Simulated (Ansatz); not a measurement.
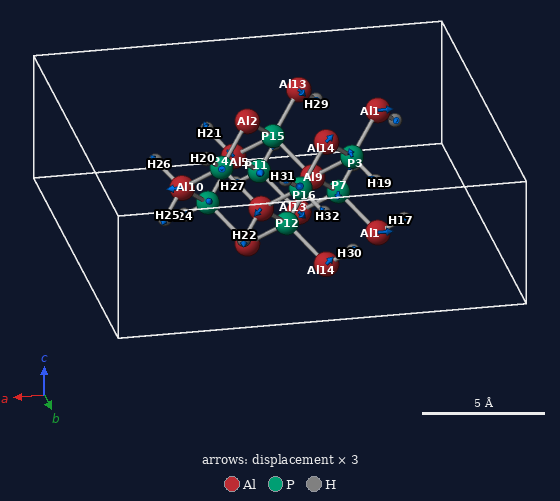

A relaxation of a wire of composition AlPH2. The starting structure is drawn; blue arrows show the displacements (the part carried along by the change of the cell is left out), 3 times their true length.

The picture is a ball-and-stick view of the cell of the calculation, with the vacuum cut short, seen from a free direction.

Case: wire along [0 0 1], 16 atoms a period, capped with H.

All numbers below come from Ansatz 0.2.0, DFT PBE, scalar-relativistic, plane waves, PAW.

Input file:
```yaml
crystal:
  lattice:
    - [19.1, 0.0, 0.0]
    - [0.0, 19.2, 0.0]
    - [0.0, 0.0, 5.5068011246]
  atoms:
    - { symbol: Al, position: [0.2837643537, 0.5, 0.0] }
    - { symbol: Al, position: [0.5720785488, 0.5, 0.0] }
    - { symbol: P, position: [0.3558429025, 0.5717031396, 0.75] }
    - { symbol: P, position: [0.6441570975, 0.5717031396, 0.75] }
    - { symbol: Al, position: [0.5720785488, 0.3565937207, 0.5] }
    - { symbol: Al, position: [0.5720785488, 0.6434062793, 0.5] }
    - { symbol: P, position: [0.3558429025, 0.4282968604, 0.25] }
    - { symbol: P, position: [0.6441570975, 0.4282968604, 0.25] }
    - { symbol: Al, position: [0.4279214512, 0.5, 0.5] }
    - { symbol: Al, position: [0.7162356463, 0.5, 0.5] }
    - { symbol: P, position: [0.5, 0.2848905811, 0.25] }
    - { symbol: P, position: [0.5, 0.5717031396, 0.25] }
    - { symbol: Al, position: [0.4279214512, 0.3565937207, 0.0] }
    - { symbol: Al, position: [0.4279214512, 0.6434062793, 0.0] }
    - { symbol: P, position: [0.5, 0.4282968604, 0.75] }
    - { symbol: P, position: [0.5, 0.7151094189, 0.75] }
    - { symbol: H, position: [0.2353999333, 0.5481125224, 0.1677490089] }
    - { symbol: H, position: [0.2353999333, 0.4518874776, 0.8322509911] }
    - { symbol: H, position: [0.3129194793, 0.6144030033, 0.6011227546] }
    - { symbol: H, position: [0.6870805207, 0.6144030033, 0.8988772454] }
    - { symbol: H, position: [0.6204429692, 0.3084811983, 0.6677490089] }
    - { symbol: H, position: [0.6204429692, 0.6915188017, 0.3322509911] }
    - { symbol: H, position: [0.3129194793, 0.3855969967, 0.3988772454] }
    - { symbol: H, position: [0.6870805207, 0.3855969967, 0.1011227546] }
    - { symbol: H, position: [0.7646000667, 0.5481125224, 0.3322509911] }
    - { symbol: H, position: [0.7646000667, 0.4518874776, 0.6677490089] }
    - { symbol: H, position: [0.5429234232, 0.2421907174, 0.1011227546] }
    - { symbol: H, position: [0.4570765768, 0.2421907174, 0.3988772454] }
    - { symbol: H, position: [0.3795570308, 0.3084811983, 0.8322509911] }
    - { symbol: H, position: [0.3795570308, 0.6915188017, 0.1677490089] }
    - { symbol: H, position: [0.5429234232, 0.7578092826, 0.8988772454] }
    - { symbol: H, position: [0.4570765768, 0.7578092826, 0.6011227546] }
basis:
  ecutwfc: 420
kpoints:
  mp_grid: { grid: [1, 1, 6] }
hamiltonian:
  xc: pbe
scf:
  occupations: { method: gaussian, width: 0.05 }
output:
  forces: true
  stress: true
  eigenvalues: true
  populations: true
  write_density: true
  write_potential: true
  elf: true
  volumetric_format: npy
relax:
  adjacent_minimum: "off"
  f_tol: 0.02
  max_steps: 45
  cell: { fix: [a, b, alpha, beta, gamma], stress_tol: 0.03 }
```

Command:
```bash
ansatz run input.yaml --threads 4 --pin off --max-ram 11264MiB --backend cpu --events-out ev --progress --plain --runs-dir out
```

**Which element moves most?**

Aluminium: up to 0.23 Å, against 0.16 Å for phosphorus.

**What did the optimiser do to the structure, and how much energy did it gain?**

After 4 accepted moves (5 points after the start) the energy has fallen by 0.754 eV per cell of the calculation. The largest force component goes from 1.3 to 0.015 eV/Å. At 1 point the geometry stayed and the basis and grid were re-selected for the new cell (energy shift of 1.4 meV per cell of the calculation at most each time). The largest moves relative to the centre of the atoms, 0.23 Å, are those of Al1 and Al10. By element the largest moves are Al 0.23 Å, P 0.16 Å, H 0.13 Å. Along the periodic axis the drawn cell goes c 5.507 → 5.535 Å (+0.5 %). Near-neighbour distances that change, for instance: Al1–P3 2.385 → 2.446 Å, Al14–P16 2.385 → 2.426 Å, P3–H19 1.420 → 1.425 Å. Among the angles between lasting bonds that change: H25–Al10–H26 109.5° → 123.6°, P4–Al10–P8 109.5° → 96.3°, Al5–P11–Al13 109.5° → 120.3°. The run took 3.5 min on 4 threads of Arm Neoverse V1 (shared host), peak memory 2.8 GiB.
